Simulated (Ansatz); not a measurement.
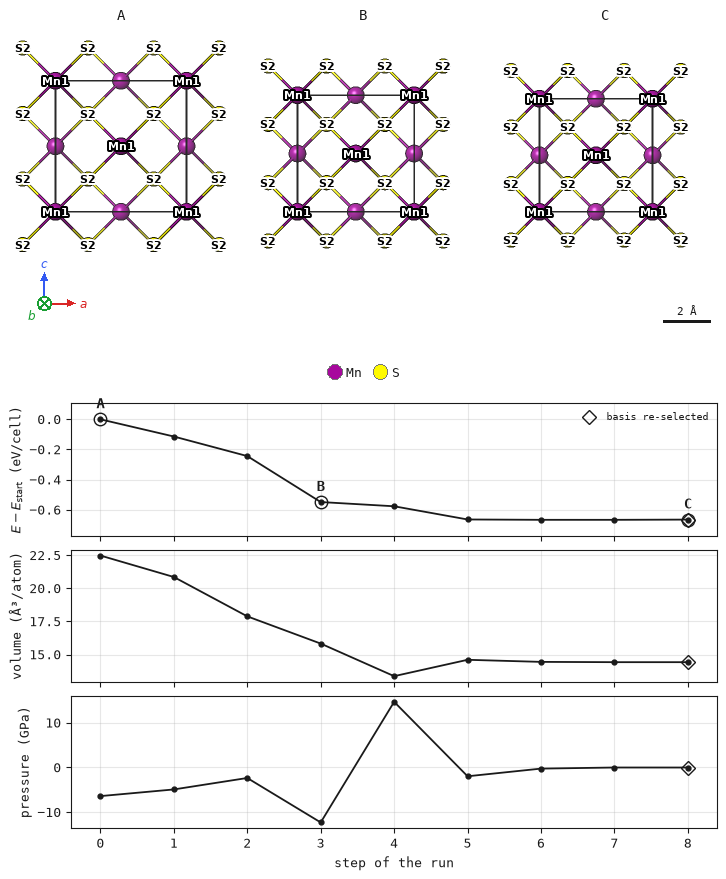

Frames of a relaxation of crystalline MnS (set up in F-43m), marked on the history of the run. The picture is a ball-and-stick view of the conventional cell (4 times the calculation's cell), seen along the b axis. Lengths and directions refer to the drawn axes.

Case: relaxed again under DFT LDA, scalar-relativistic, plane waves, PAW.

Computed with Ansatz, DFT LDA, scalar-relativistic, plane waves, PAW. Settings: plane-wave cutoff 420 eV; k-point mesh 14 × 14 × 14; occupations gaussian; smearing width 0.1 eV; collinear spin; cell and atoms relaxed; force threshold 0.005 eV/Å; at most 50 steps.

Question: What happens along the run?

Answer: The atoms keep their places relative to the cell (all moves are under 0.005 Å). The drawn cell changes as follows: a = b = c 5.644 → 4.868 Å (−13.8 %); the volume changes by −35.8 %. Among the contacts that change: Mn1–S2 2.444 → 2.108 Å. The space group stays F-43m (No. 216). The energy falls by 0.665 eV per cell of the calculation in 7 accepted moves (8 points after the start). All forces vanish by symmetry, so only the cell relaxes. The pressure goes from −6.40 to −0.01 GPa. At 1 point the geometry stayed and the basis and grid were re-selected for the new cell (energy shift of 1.6 meV per cell of the calculation at most each time). The program noted that the starting moments weren't kept. The run took 3.3 min on 1 thread of Arm Neoverse V2 (shared host), peak memory 0.51 GiB. From step 0 to 3: volume −29.6 %, energy −0.548 eV per cell of the calculation. From step 3 to 8: volume −8.9 %, energy −0.116 eV per cell of the calculation.
